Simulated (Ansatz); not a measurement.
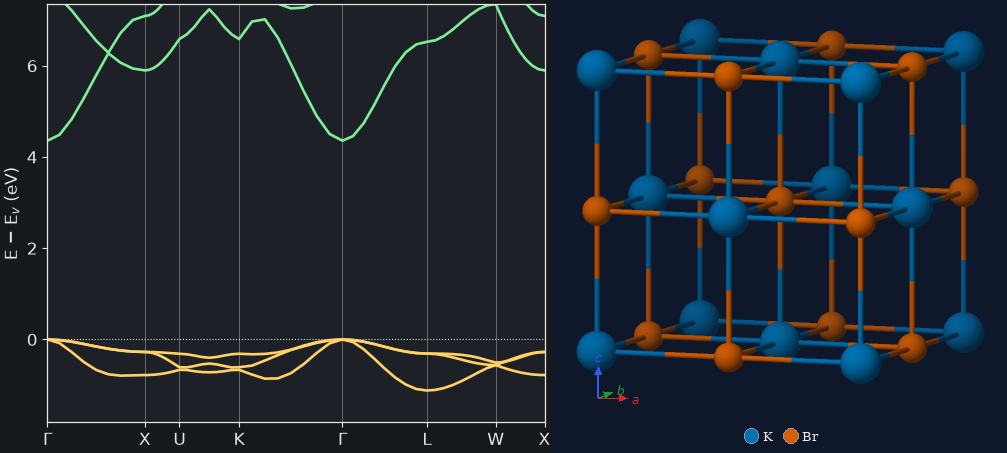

Band structure, beside the structure. Energies are counted from the top of the valence band. The path runs straight from each named point to the next.

The Ansatz input:

```
crystal:
  lattice:
    - [0.0, 3.333107, 3.333107]
    - [3.333107, 0.0, 3.333107]
    - [3.333107, 3.333107, 0.0]
  atoms:
    - { symbol: K, position: [0.0, 0.0, 0.0] }
    - { symbol: Br, position: [0.5, 0.5, 0.5] }
  symmetry: { tolerance: 0.0003 }
kpoints:
  mp_grid: { grid: [7, 7, 7], shift: [0, 0, 0] }
  band_path:
    path:
      - [0.0, 0.0, 0.0]
      - [0.5, 0.0, 0.5]
      - [0.625, 0.25, 0.625]
      - [0.375, 0.375, 0.75]
      - [0.0, 0.0, 0.0]
      - [0.5, 0.5, 0.5]
      - [0.5, 0.25, 0.75]
      - [0.5, 0.0, 0.5]
    npoints: 8
magnetization:
  spin_polarized: false
scf:
  occupations: { method: methfessel_paxton, width: 0.2333 }
  lower_state_search: "off"
  max_iter: 200
hamiltonian:
  pseudopotentials: { kind: paw }
  xc: pbe
basis:
  ecutwfc: 420
  fft_grid_basis: typed
output:
  forces: true
  stress: true
  eigenvalues: true
  bader: true
  populations: true
  elf: true
  write_potential: true
  volumetric_format: npy
  dos:
    e_range: [-12, 8]
    de: 0.05
    projected: { site_lists: { Br: [Br], K: [K] } }
checkpoint:
  read: saved_state
```

Is there a gap? Give its size, its kind and where the band edges lie.

The bands leave a gap. The gap along this path is 4.36 eV and direct: both edges lie at Γ.

How much do the top valence band and the lowest conduction band disperse along the path?

The top valence band spans 0.5 eV and the lowest conduction band 3.0 eV.

How many bands meet at the valence-band top?

Three bands meet at the valence-band top at Γ: it is triply degenerate (spin aside).
